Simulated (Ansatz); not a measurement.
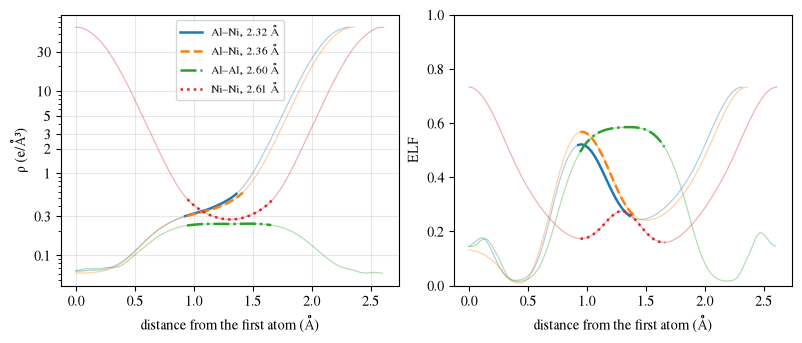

AlNi. Valence pseudo-density and electron localisation function along straight lines between neighbouring atoms. Thin, pale parts lie inside the atomic spheres.

Space group Cm; a generated structure, not necessarily the stable one; computed without spin polarisation.

All numbers below come from DFT PBE, scalar-relativistic, plane waves, PAW (Ansatz 0.2.0).

In a PAW calculation such maps are meaningful between the atoms, not at the nuclei.

Compare the contacts.

Al–Ni (2.32 Å): ρ at the midpoint is about 0.38 e/Å³; the ELF is about 0.40 at the midpoint.
Al–Ni (2.36 Å): the density is about 0.38 e/Å³ at the midpoint; the ELF is about 0.45 at the midpoint.
Al–Al (2.60 Å): ρ at the midpoint is about 0.24 e/Å³; the ELF reaches about 0.60 near the midpoint.
Ni–Ni (2.61 Å): ρ at the midpoint is about 0.27 e/Å³; the ELF is about 0.25 at the midpoint; no shared electron pair shows on this line.
